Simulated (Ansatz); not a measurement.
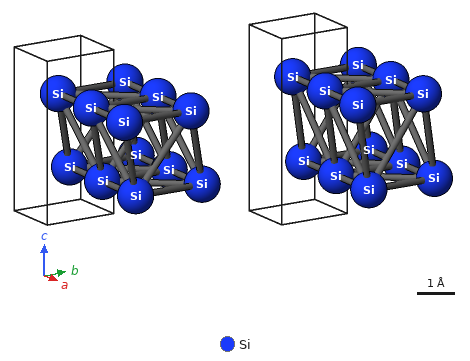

Two geometries of a crystal of Si (a generated structure, set up in P6_3/mmc), drawn at one scale. One is the start of a relaxation, the other its converged end. The picture is a ball-and-stick view of the cell of the calculation, repeated 3 × 2 × 1 with one cell outlined, seen slightly off an axis.

Computed with DFT, BLYP, plane waves (420 eV) with PAW, scalar-relativistic (Ansatz). Set-up: plane-wave cutoff 420 eV; k-point mesh 13 × 13 × 7; occupations fermi dirac; smearing width 0.1 eV; no spin polarisation; cell and atoms relaxed; force threshold 0.01 eV/Å; at most 60 steps.

### Which one is relaxed?

The right one is the relaxed one. Phase: hcp. After 10 accepted moves (12 points after the start) the energy has fallen by 33.8 meV per atom. All forces vanish by symmetry, so only the cell relaxes. The pressure goes from 5.51 to 0.01 GPa. The SCF was repeated twice at an unchanged geometry on a basis and grid sized afresh for the cell, which shifted the energy by 1.5 meV per atom at most. The atoms keep their places relative to the cell (all moves are under 0.005 Å). The drawn cell changes as follows: a = b 2.769 → 2.728 Å (−1.5 %), c 4.522 → 5.140 Å (+13.7 %); the volume changes by +10.3 %. Among the contacts that change: Si–Si 2.769 → 3.014 Å, Si–Si 2.769 → 2.728 Å. The space group stays P6_3/mmc (No. 194). The run took 8.8 s on 2 threads of Intel(R) Xeon(R) Platinum 8488C (Sapphire Rapids), on a shared host, peak memory 0.44 GiB.
